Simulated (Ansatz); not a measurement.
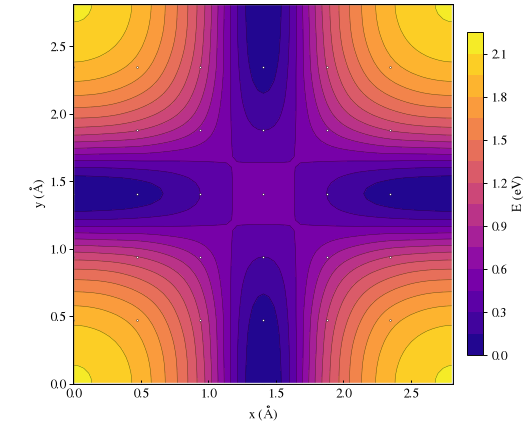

O on an Al(100) slab cut from the Fm-3m phase, its upper half relaxed before the scan (12 atoms of substrate and one adsorbate in a 2 × 2 cell). O is moved over the surface cell; relaxed at each place: the height of the adsorbate's atoms; substrate rigid; the origin of the map has the adsorbate above Al9. Places are given modulo a cell vector. The map is drawn in real space over the plane of the surface. The grid has 6 × 6 points; 10 points were computed and 26 follow by symmetry. Places are given in fractions of the 1 × 1 surface cell. All energies are given in eV relative to the lowest grid point. Level of theory: DFT LDA, scalar-relativistic, plane waves, PAW in Ansatz. Settings: cutoff 420 eV, k-mesh 5×5×1, gaussian smearing 0.1 eV, no spin polarisation.

In the figure: filled contours, dots at the grid points, the outline of one cell of the plane. Between grid points the surface is interpolated.

The lowest grid point is at a bridge site between two Al atoms, (0/6, 3/6) of the cell vectors; the map holds 2 wells of about this depth. The highest grid point, the top site over a surface Al atom, (0/6, 0/6) of the cell vectors, lies 2.12 eV above the lowest. On the interpolated surface the easiest way out of the lowest well to a well of about the same depth near a bridge site between two Al atoms, (3/6, 0/6) of the cell vectors passes a barrier of about 0.45 eV. At the lowest point the adsorbate has 2 Al at 1.73 Å as nearest neighbours, at the highest 1 Al at 1.64 Å. Its relaxed height above the top atom is 1.01 Å at the lowest and 1.64 Å at the highest point.

The level of theory is changed to DFT PBE, scalar-relativistic, plane waves, PAW (Ansatz 0.2.0); with it change the cell, relaxed at the new level (first cell vector 5.714 Å, before 5.634 Å).

How does the landscape change?

The lowest place stays at a bridge site between two Al atoms, (0/6, 3/6) of the cell vectors. The span from the lowest to the highest grid point shrinks from 2.12 to 1.91 eV. The easiest pass out of the lowest well goes from about 0.45 to about 0.54 eV on the interpolated surfaces. In the new map: at the lowest point the adsorbate has 2 Al at 1.76 Å as nearest neighbours, at the highest 1 Al at 1.66 Å. Its relaxed height above the top atom is 1.03 Å at the lowest and 1.66 Å at the highest point.

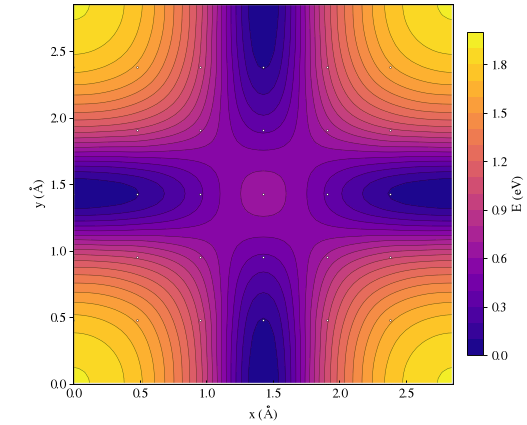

The map after the change, on a colour scale of its own. Drawn: filled contours, dots at the grid points, the outline of one cell of the plane. Between grid points the surface is interpolated.
